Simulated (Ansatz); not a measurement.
**Geometry relaxation of Pd**

The run: geometry relaxation of Pd (1 atom in the cell). Method and program: DFT PBEsol, scalar-relativistic, plane waves, PAW, no spin polarisation (Ansatz 0.2.0).

The structure was made by swapping elements on the sites of another compound; it need not be a known phase. It belongs to a series of runs on one base structure; here: Pt -> Pd on all its sites, cell and atoms relaxed.

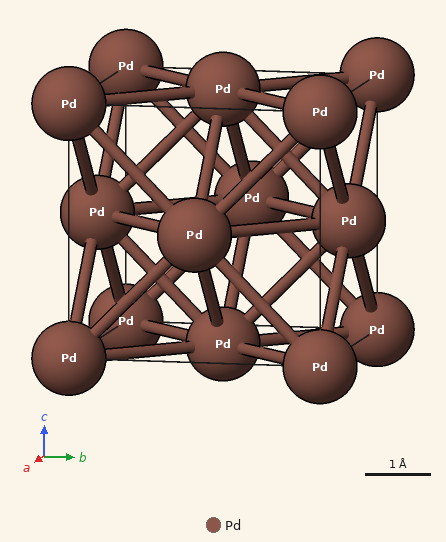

The starting structure (ball-and-stick view of the cell 4 times as large as that of the calculation, set on its symmetry axes, seen slightly off an axis). An atom can appear more than once, as a periodic image. Near neighbours in the periodic cell (some may lie outside the picture): Pd has 12 Pd at 2.81 Å.

Input file
```yaml
crystal:
  lattice:
    - [0.0, 1.9881792681, 1.9881792681]
    - [1.9881792681, 0.0, 1.9881792681]
    - [1.9881792681, 1.9881792681, 0.0]
  atoms:
    - { symbol: Pd, position: [0.0, 0.0, 0.0] }
basis:
  ecutwfc: 420
kpoints:
  mp_grid: { grid: [8, 8, 8] }
hamiltonian:
  xc: pbesol
scf:
  occupations: { method: gaussian, width: 0.1 }
output:
  forces: true
  stress: true
  eigenvalues: true
relax:
  adjacent_minimum: "off"
  f_tol: 0.05
  max_steps: 60
  cell: { stress_tol: 0.5 }
```

Machine: 1 thread of AMD EPYC (Zen 3), 189 GiB of memory available, shared host.

Command:
```bash
ansatz run input.yaml --threads 1 --pin off --max-ram 2560MiB --backend cpu --events-out ev --progress --plain --runs-dir out
```

The program's output
```
Engine: ansatz 0.2.0, x86_64-unknown-linux-gnu
Pseudopotentials: kind: paw
Pseudopotential: Pd, paw, valence charge 18, recommended cutoff 420 eV (normal), Pd.paw.azcp
Functional definition: PBEsol
  exchange = pbesol_x
  correlation = pbesol_c
Crystal: 1 atoms, lattice volume = 15.718 Å³
Basis set: ecut = 420 eV, 331 PW (Γ), exchange–correlation on 40×40×40 points (8 copies of the dense FFT grid, shifted against one another)
Bands: 13, of which v1, the nominal top of the filled ones, is band 9 counted from 1 (8 counted from 0)
Symmetry: 48 space group operations
Space group: Fm-3m (ITA 225), of the structure as read, at distance tolerance 2.5e-5 Å
k-points: 29 of 512
Non-local potential: Pd, projectors of the file, l = 0: 2, l = 1: 2, l = 2: 2, l = 3: 1
PAW form: soft (Blöchl's): semilocal exchange-correlation on the pseudo side does not see the compensation charge
PAW frozen core: Pd, regenerated for the run's functional, and the local potential with it (the file was generated under x = pbe(κ = 0.804, μ = 0.2195149727645171), c = pbe(β = 0.06672455060314922))
PAW one-centre angular grid: Pd, 590 points (default); XC on 64 Gauss nodes
Initial density: superposition of atomic densities (neutral atoms: chi_scale 0, normalization atom), corrected by the library's trained network
Initial wavefunctions: pseudopotential atomic-orbital guess
Functional: x = pbesol(κ = 0.804, μ = 0.12345679012345678), c = pbesol(β = 0.046)
SCF iter   1: F=—  HF=-6906.583959 eV  |F-HF|=—  |Δ(HF+E_count)|=         —  Δρ=7.72e-3  dr2=8.04e-3  ethr=1.77e-3  ⟨swp⟩=4.9  Hψ=2147  notcnv=0
preconditioner: auto → none  [metal: Δε(μ)=0.043 eV  Ē_g=13.492 eV  σ=0.100 eV  W_gap=0.23  n_scr=8 (ndim 8)  ℏωp=29.6 eV  f_vac=0.000  D(μ)=2.59/eV (n_scr^D=50)  sad-step TF]
SCF iter   2: F=—  HF=-6906.581893 eV  |F-HF|=—  |Δ(HF+E_count)|=   2.07e-3  Δρ=1.69e-3  dr2=2.93e-4  ethr=4.47e-5  ⟨swp⟩=1.3  Hψ=645  notcnv=0
SCF iter   3: F=—  HF=-6906.581847 eV  |F-HF|=—  |Δ(HF+E_count)|=   4.63e-5  Δρ=4.49e-4  dr2=6.02e-6  ethr=1.63e-6  ⟨swp⟩=2.3  Hψ=506  notcnv=0
SCF iter   4: F=—  HF=-6906.581852 eV  |F-HF|=—  |Δ(HF+E_count)|=   5.89e-6  Δρ=5.94e-5  dr2=2.23e-7  ethr=3.35e-8  ⟨swp⟩=2.7  Hψ=592  notcnv=0
iter 5 did not close the SCF: its close was put off for the readings that it lacked (scf_convergence_deferred on its scf_iter line)
SCF iter   5: F=-6906.581853 eV  HF=-6906.581853 eV  |F-HF|=1.91e-9  |Δ(HF+E_count)|=   1.79e-7  Δρ=6.61e-6  dr2=2.56e-9  ethr=1.24e-9  ⟨swp⟩=2.0  Hψ=612  notcnv=0
SCF iter   6: F=-6906.581853 eV  HF=-6906.581853 eV  |F-HF|=1.46e-11  |Δ(HF+E_count)|=  6.54e-10  Δρ=5.56e-7  dr2=2.13e-11  ethr=1.42e-11  ⟨swp⟩=2.0  Hψ=1134  notcnv=0
SCF 1 converged in 6 iterations: F = -6906.581853 eV  dr2 = 2.13e-11
  greatest PAW one-centre occupation: 0.999 electrons in one spin orbital (limit 2), on the Pd atom at site 0 (counted from 0), in its partial waves of l = 0
relax step   1: F+E_penalty+E_count = -6906.58185266 eV  Δ(F+E_penalty+E_count) = +0.000e0 eV  max|allowed force component| = 0.000e0 eV/Å  Δτ_max = 0.0000 Å  P = -12.031 GPa  Ω = 15.718 Å³  (6 SCF iters, dr2 threshold 1.00e-7 eV, accepted)
Crystal: 1 atoms, lattice volume = 13.599 Å³
Basis set: ecut = 420 eV, 283 PW (Γ), exchange–correlation on 40×40×40 points (8 copies of the dense FFT grid, shifted against one another)
Initial density: handed on by an earlier stage of this run
Initial wavefunctions: those handed on with the density
iter 1 solved again at ethr=1.35e-4 eV; its pass at ethr=3.10e-3 eV (dr2=2.44e-2 eV) is discarded
SCF iter   1: F=—  HF=-6906.581218 eV  |F-HF|=—  |Δ(HF+E_count)|=         —  Δρ=1.48e-2  dr2=2.44e-2  ethr=1.35e-4  ⟨swp⟩=1.0  Hψ=2650  notcnv=0
preconditioner: auto → none  [metal: Δε(μ)=0.038 eV  Ē_g=14.999 eV  σ=0.100 eV  W_gap=0.21  n_scr=0 (ndim 8)  ℏωp=31.8 eV  f_vac=0.000  D(μ)=2.73/eV (n_scr^D=58)]
SCF iter   2: F=—  HF=-6906.576815 eV  |F-HF|=—  |Δ(HF+E_count)|=   4.40e-3  Δρ=8.59e-3  dr2=4.47e-3  ethr=1.35e-4  ⟨swp⟩=2.0  Hψ=605  notcnv=0
SCF iter   3: F=—  HF=-6906.575727 eV  |F-HF|=—  |Δ(HF+E_count)|=   1.09e-3  Δρ=3.28e-3  dr2=6.70e-4  ethr=2.48e-5  ⟨swp⟩=2.4  Hψ=592  notcnv=0
SCF iter   4: F=—  HF=-6906.575673 eV  |F-HF|=—  |Δ(HF+E_count)|=   5.44e-5  Δρ=7.86e-4  dr2=3.49e-5  ethr=3.72e-6  ⟨swp⟩=1.0  Hψ=385  notcnv=0
SCF iter   5: F=—  HF=-6906.575665 eV  |F-HF|=—  |Δ(HF+E_count)|=   7.50e-6  Δρ=9.87e-5  dr2=5.25e-7  ethr=1.94e-7  ⟨swp⟩=1.0  Hψ=377  notcnv=0
SCF iter   6: F=-6906.575665 eV  HF=-6906.575665 eV  |F-HF|=5.23e-10  |Δ(HF+E_count)|=   8.88e-8  Δρ=7.12e-6  dr2=2.04e-9  ethr=5.56e-10  ⟨swp⟩=4.6  Hψ=1416  notcnv=0
SCF 2 converged in 6 iterations: F = -6906.575665 eV  dr2 = 2.04e-9
relax step   2: F+E_penalty+E_count = -6906.57566549 eV  Δ(F+E_penalty+E_count) = +6.187e-3 eV  max|allowed force component| = 0.000e0 eV/Å  Δτ_max = 0.0000 Å  P = +17.583 GPa  Ω = 13.599 Å³  energy of the carried Pulay correction = +5.667e-4 eV  (6 SCF iters, dr2 threshold 1.00e-7 eV, rejected (line search))
Crystal: 1 atoms, lattice volume = 14.782 Å³
iter 1 solved again at ethr=4.36e-5 eV; its pass at ethr=3.10e-3 eV (dr2=7.86e-3 eV) is discarded
SCF iter   1: F=—  HF=-6906.627427 eV  |F-HF|=—  |Δ(HF+E_count)|=         —  Δρ=8.05e-3  dr2=7.93e-3  ethr=4.36e-5  ⟨swp⟩=1.0  Hψ=2799  notcnv=0
preconditioner: auto → none  [metal: Δε(μ)=0.049 eV  Ē_g=14.183 eV  σ=0.100 eV  W_gap=0.26  n_scr=8 (ndim 8)  ℏωp=30.5 eV  f_vac=0.000  D(μ)=2.35/eV (n_scr^D=50)]
SCF iter   2: F=—  HF=-6906.626128 eV  |F-HF|=—  |Δ(HF+E_count)|=   1.30e-3  Δρ=4.97e-3  dr2=1.62e-3  ethr=4.36e-5  ⟨swp⟩=2.0  Hψ=508  notcnv=0
SCF iter   3: F=—  HF=-6906.625782 eV  |F-HF|=—  |Δ(HF+E_count)|=   3.46e-4  Δρ=1.87e-3  dr2=2.88e-4  ethr=9.01e-6  ⟨swp⟩=2.2  Hψ=544  notcnv=0
SCF iter   4: F=—  HF=-6906.625761 eV  |F-HF|=—  |Δ(HF+E_count)|=   2.16e-5  Δρ=6.91e-4  dr2=3.70e-5  ethr=1.60e-6  ⟨swp⟩=1.0  Hψ=377  notcnv=0
SCF iter   5: F=—  HF=-6906.625758 eV  |F-HF|=—  |Δ(HF+E_count)|=   2.26e-6  Δρ=1.33e-4  dr2=1.34e-6  ethr=2.06e-7  ⟨swp⟩=1.0  Hψ=377  notcnv=0
SCF iter   6: F=—  HF=-6906.625751 eV  |F-HF|=—  |Δ(HF+E_count)|=   7.60e-6  Δρ=1.30e-5  dr2=1.17e-8  ethr=7.45e-9  ⟨swp⟩=1.3  Hψ=461  notcnv=0
SCF iter   7: F=-6906.625751 eV  HF=-6906.625751 eV  |F-HF|=7.28e-12  |Δ(HF+E_count)|=   2.44e-9  Δρ=8.33e-7  dr2=3.71e-11  ethr=5.56e-12  ⟨swp⟩=4.1  Hψ=1190  notcnv=0
SCF 3 converged in 7 iterations: F = -6906.625751 eV  dr2 = 3.71e-11
relax step   3: F+E_penalty+E_count = -6906.62575090 eV  Δ(F+E_penalty+E_count) = -4.390e-2 eV  max|allowed force component| = 0.000e0 eV/Å  Δτ_max = 0.0000 Å  P = -2.237 GPa  Ω = 14.782 Å³  energy of the carried Pulay correction = +2.405e-4 eV  (7 SCF iters, accepted)
Crystal: 1 atoms, lattice volume = 14.584 Å³
iter 1 solved again at ethr=1.17e-6 eV; its pass at ethr=3.10e-3 eV (dr2=2.10e-4 eV) is discarded
SCF iter   1: F=—  HF=-6906.627012 eV  |F-HF|=—  |Δ(HF+E_count)|=         —  Δρ=1.37e-3  dr2=2.42e-4  ethr=1.17e-6  ⟨swp⟩=2.0  Hψ=2536  notcnv=0
preconditioner: auto → none  [metal: Δε(μ)=0.051 eV  Ē_g=14.287 eV  σ=0.100 eV  W_gap=0.27  n_scr=8 (ndim 8)  ℏωp=30.7 eV  f_vac=0.000  D(μ)=2.52/eV (n_scr^D=50)]
SCF iter   2: F=—  HF=-6906.626972 eV  |F-HF|=—  |Δ(HF+E_count)|=   4.03e-5  Δρ=8.52e-4  dr2=5.00e-5  ethr=1.17e-6  ⟨swp⟩=2.0  Hψ=515  notcnv=0
SCF iter   3: F=—  HF=-6906.626957 eV  |F-HF|=—  |Δ(HF+E_count)|=   1.51e-5  Δρ=3.16e-4  dr2=7.22e-6  ethr=2.78e-7  ⟨swp⟩=2.3  Hψ=549  notcnv=0
SCF iter   4: F=—  HF=-6906.626956 eV  |F-HF|=—  |Δ(HF+E_count)|=   6.49e-7  Δρ=7.15e-5  dr2=3.29e-7  ethr=4.01e-8  ⟨swp⟩=1.0  Hψ=377  notcnv=0
SCF iter   5: F=-6906.626956 eV  HF=-6906.626956 eV  |F-HF|=2.17e-10  |Δ(HF+E_count)|=   1.06e-8  Δρ=8.36e-6  dr2=4.32e-9  ethr=5.56e-10  ⟨swp⟩=3.3  Hψ=1032  notcnv=0
SCF 4 converged in 5 iterations: F = -6906.626956 eV  dr2 = 4.32e-9
relax step   4: F+E_penalty+E_count = -6906.62695645 eV  Δ(F+E_penalty+E_count) = -1.206e-3 eV  max|allowed force component| = 0.000e0 eV/Å  Δτ_max = 0.0000 Å  P = +0.413 GPa  Ω = 14.584 Å³  energy of the carried Pulay correction = +2.934e-4 eV  (5 SCF iters, dr2 threshold 1.00e-7 eV, accepted)
Initial wavefunctions: pseudopotential atomic-orbital guess (no wavefunctions were taken with the density)
iter 1 solved again at ethr=4.22e-9 eV; its pass at ethr=3.10e-3 eV (dr2=7.60e-7 eV) is discarded
SCF iter   1: F=—  HF=-6906.626519 eV  |F-HF|=—  |Δ(HF+E_count)|=         —  Δρ=1.72e-4  dr2=7.72e-7  ethr=4.22e-9  ⟨swp⟩=3.3  Hψ=3154  notcnv=0
preconditioner: auto → none  [metal: Δε(μ)=0.051 eV  Ē_g=14.294 eV  σ=0.100 eV  W_gap=0.27  n_scr=8 (ndim 8)  ℏωp=30.7 eV  f_vac=0.000  D(μ)=2.50/eV (n_scr^D=50)]
SCF iter   2: F=—  HF=-6906.626519 eV  |F-HF|=—  |Δ(HF+E_count)|=   8.79e-8  Δρ=8.09e-5  dr2=2.54e-7  ethr=4.22e-9  ⟨swp⟩=2.0  Hψ=605  notcnv=0
SCF iter   3: F=—  HF=-6906.626519 eV  |F-HF|=—  |Δ(HF+E_count)|=   4.57e-8  Δρ=3.87e-5  dr2=1.57e-7  ethr=1.41e-9  ⟨swp⟩=2.0  Hψ=522  notcnv=0
SCF iter   4: F=-6906.626519 eV  HF=-6906.626519 eV  |F-HF|=9.22e-10  |Δ(HF+E_count)|=   4.02e-8  Δρ=4.91e-6  dr2=8.59e-10  ethr=5.56e-12  ⟨swp⟩=3.3  Hψ=1591  notcnv=0
SCF 5 converged in 4 iterations: F = -6906.626519 eV  dr2 = 8.59e-10
relax step   5: F+E_penalty+E_count = -6906.62651933 eV  Δ(F+E_penalty+E_count) = +4.371e-4 eV  max|allowed force component| = 0.000e0 eV/Å  Δτ_max = 0.0000 Å  P = +0.452 GPa  Ω = 14.584 Å³  stress off target by 4.52e-1 GPa  SCF on the basis re-selected at this cell (its energy is not comparable with the rows above)  (4 SCF iters)
```

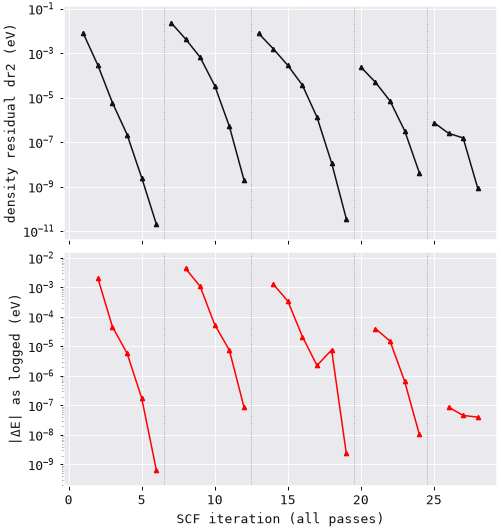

Convergence of the self-consistent field: density residual dr2 and size of the energy change against the SCF iteration. The dotted lines part the SCF passes of the relaxation: geometry steps, rejected trials and re-solves on a re-selected basis. The 5 passes take 4 to 7 iterations each, 28 in all.

```
basis re-selected at this cell: Δ(F+E_penalty+E_count) = +4.371e-4 eV, ΔP = +0.039 GPa vs the last step (what re-selecting the basis moved, of the pressure what is left beyond the Pulay correction that the steps carried, after the strain that the cell walked since its last selection, with what the two solves' SCF thresholds leave and, on support functions, any second-order correction that the steps lacked; it is no measure of the basis error at this ecutwfc). This SCF's stress stands 4.52e-1 GPa from its target on what of the cell is left free (relax.cell.stress_tol is 5.00e-1 GPa) and its largest allowed force component is 0.00e0 eV/Å (relax.f_tol is 5.00e-2 eV/Å): within both
SCF converged after 4 iterations
Free energy (F): -6906.626519 eV
Harris-Foulkes:  -6906.626519 eV  (|F-HF|=9.22e-10)
Internal energy: -6906.614043 eV  (E = F + TS)
E sigma→0 (E₀):  -6906.620281 eV
Entropy (-TS):   -0.012477 eV (-12.477 meV/atom)
Fermi energy:    20.069082 eV
--- Per-component energies (eV) ---
  E_band       = -133.745343
  E_kinetic    = 513.822190
  E_local      = -1733.484877  (includes V_loc(G=0)·N_el)
  E_nonlocal   = 219.375418
  E_hartree    = 703.763475
  E_xc         = -167.789359
  E_vxc        = -211.317872  (∫ρ·V_xc dr)
  E_paw        = -3684.890217  (= ΣΔE_a)
  E_vpaw       = -329.667032  (= ΣTr[D̂ρ^β])
  E_aug_tail   = 0.000216  (compensation charges beyond the density's cutoff)
  E_ewald      = -2757.713412
  E_core_change = 0.302524  (= ΣΔE_core)
  E_smearing   = -0.012477  (= −TS)
  E_closure    = -0.000000  (closes the sum)
  Σ components = -6906.626519   (vs F -6906.626519, Δ=0.00e0)
--- Forces (eV/Å), atoms counted from 1 ---
  atom   1  Pd    -0.00000000     0.00000000    -0.00000000
  max |Σ_I F_I| component: 7.81e-32 eV/Å
--- Stress (GPa, compression-positive) ---
        0.451925      -0.000000      -0.000000
       -0.000000       0.451925      -0.000000
       -0.000000      -0.000000       0.451925
  P = ⅓ Tr σ = 0.4519 GPa (4.519 kbar)
--- Band table (eV; the first three rows and the last of 29) ---
  k-point 0: bands = ["-64.0964", "-29.6069", "-29.6069", "-29.6069", "12.6198", "17.0844", "17.0844", "17.0844", "18.7450", "18.7450", "36.9035", "41.6599", "41.6599"]
  k-point 1: bands = ["-64.0879", "-29.6715", "-29.6161", "-29.6161", "13.1752", "16.9079", "17.2609", "17.2609", "18.6753", "18.6753", "37.3809", "39.0551", "42.3127"]
  k-point 2: bands = ["-64.0675", "-29.8256", "-29.6380", "-29.6380", "14.3425", "17.0198", "17.3839", "17.3839", "18.8966", "18.8966", "34.4656", "37.9874", "43.5163"]
  k-point 28: bands = ["-64.0193", "-29.8933", "-29.8933", "-29.7721", "15.5397", "16.5127", "16.5127", "18.6349", "20.3100", "28.8713", "28.8713", "30.3140", "31.6151"]
--- Relaxed structure (4 steps of the walk, 3 accepted, 1 SCFs on fresh bases) ---
  F+E_penalty+E_count = -6906.62651933 eV   max|allowed force component| = 0.000e0 eV/Å   (the final SCF, on the basis selected at the relaxed cell)
  cell:  # Å, volume = 14.5838 Å³
    - [-9.171669659212063e-34, 1.93916142271794, 1.93916142271794]
    - [1.93916142271794, 4.585834829606031e-34, 1.93916142271794]
    - [1.93916142271794, 1.93916142271794, 5.09537203289559e-34]
  atoms:
    - { symbol: Pd, position: [0.0, 0.0, 0.0] }
```

Trajectory as extended XYZ (Å, eV, eV/Å), 5 frames, from step=1 to step=5
```
1
Lattice="0.0000 1.9882 1.9882 1.9882 0.0000 1.9882 1.9882 1.9882 0.0000" Properties=species:S:1:pos:R:3:forces:R:3 step=1 energy=-6906.58185 pressure_GPa=-12.03
Pd    0.0000    0.0000    0.0000    0.0000   0.0000   0.0000
1
Lattice="0.0000 1.8945 1.8945 1.8945 0.0000 1.8945 1.8945 1.8945 0.0000" Properties=species:S:1:pos:R:3:forces:R:3 step=2 energy=-6906.57567 pressure_GPa=17.58 accepted=F
Pd    0.0000    0.0000    0.0000    0.0000   0.0000   0.0000
1
Lattice="0.0000 1.9479 1.9479 1.9479 0.0000 1.9479 1.9479 1.9479 0.0000" Properties=species:S:1:pos:R:3:forces:R:3 step=3 energy=-6906.62575 pressure_GPa=-2.24
Pd    0.0000    0.0000    0.0000    0.0000   0.0000   0.0000
1
Lattice="0.0000 1.9392 1.9392 1.9392 0.0000 1.9392 1.9392 1.9392 0.0000" Properties=species:S:1:pos:R:3:forces:R:3 step=4 energy=-6906.62696 pressure_GPa=0.41
Pd    0.0000    0.0000    0.0000    0.0000   0.0000   0.0000
1
Lattice="0.0000 1.9392 1.9392 1.9392 0.0000 1.9392 1.9392 1.9392 0.0000" Properties=species:S:1:pos:R:3:forces:R:3 step=5 energy=-6906.62652 pressure_GPa=0.45
Pd    0.0000    0.0000    0.0000    0.0000   0.0000   0.0000
```

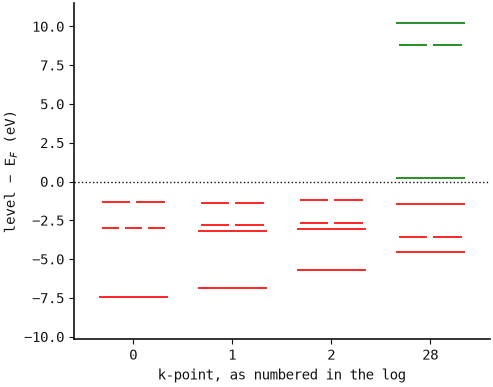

Kohn–Sham levels near the Fermi level (dotted) at the few k-points that the log prints; levels within 0.02 eV of each other stand side by side. The system is metallic on the full mesh.

Results in brief

```tsv
quantity	value
outcome	converged
space group (tolerance 0.01 Å)	Fm-3m (225)
electrons treated	18
free energy	−6906.6265 eV
Fermi energy	20.069 eV
gap on the k-point mesh	none (metallic)
pressure	0.45 GPa
final volume	14.58 Å³
largest force (length of the vector) at the end	under 0.001 eV/Å
final cell	a = 2.742 Å, b = 2.742 Å, c = 2.742 Å, α = 60.00°, β = 60.00°, γ = 60.00°
wall time	7.5 s
peak memory	0.29 GiB
```
